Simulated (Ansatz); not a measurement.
Consider Co.

The calculation's input:

```
crystal:
  lattice:
    - [0.0, 2.4832771609, 2.4832771609]
    - [2.4832771609, 0.0, 2.4832771609]
    - [2.4832771609, 2.4832771609, 0.0]
  atoms:
    - { symbol: Co, position: [0.125, 0.125, 0.125], spin: 1.917 }
    - { symbol: Co, position: [0.875, 0.875, 0.875], spin: 1.917 }
hamiltonian:
  xc: r2scan
  pseudopotentials:
    kind: paw
    azcp:
      Co: "pseudopotentials/Co.paw.azcp"
basis:
  ecutwfc: 500
  fft_grid_basis: typed
kpoints:
  mp_grid: { grid: [12, 12, 12], shift: [0, 0, 0] }
magnetization:
  spin_polarized: true
scf:
  occupations: { method: fermi_dirac, width: 0.05 }
  lower_state_search: "off"
output:
  stress: true
  write_density: true
  write_potential: true
  elf: true
  volumetric_format: npy
```

Run with:

```sh
ansatz run input.yaml --threads 1 --pin off --max-ram 3584MiB --backend cpu --events-out ev --progress --plain --runs-dir out
```

Below, planes, directions and counts refer to the conventional cell (a = 4.97 Å, b = 4.97 Å, c = 4.97 Å, α = 90.00°, β = 90.00°, γ = 90.00°).

Space group Fd-3m; set up as Co, diamond; a generated structure, not necessarily the stable one; changed on purpose from its base cell (volume × 0.96); computed pressure about 5 GPa in this cell; spin-polarised.

Theory: DFT, r2SCAN, plane waves (500 eV) with PAW, scalar-relativistic in Ansatz 0.2.0.

Predict the valence pseudo-density, electron localisation function and spin density between the atoms.

Answer. Co–Co (2.15 Å): ρ at the midpoint is about 0.66 e/Å³; the ELF is about 0.30 at the midpoint.
The spin density sits on Co: +1.9 μB (×8) in one cell of 8 atoms: parallel main moments (a ferromagnetic arrangement) in this solution. The cell of the calculation (2 atoms) carries 3.6 μB of net spin moment.

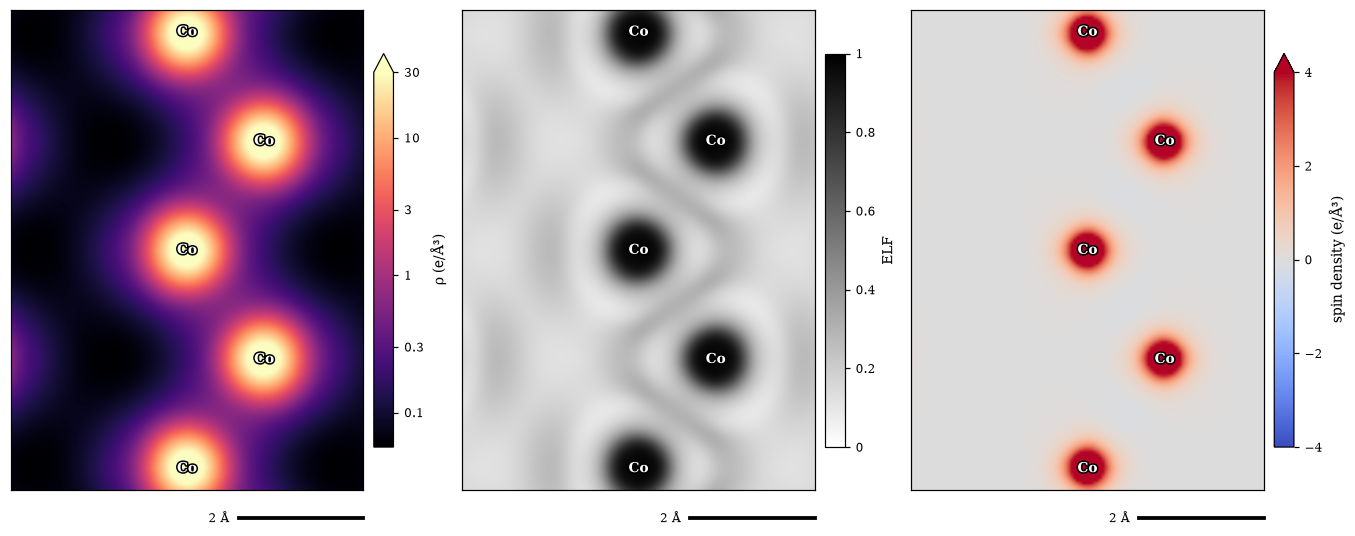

Computed valence pseudo-density, electron localisation function and spin density on the (011) plane of the conventional cell, in this order. 

Core electrons are frozen (PAW), and the valence fields are smoothed inside the atomic spheres.
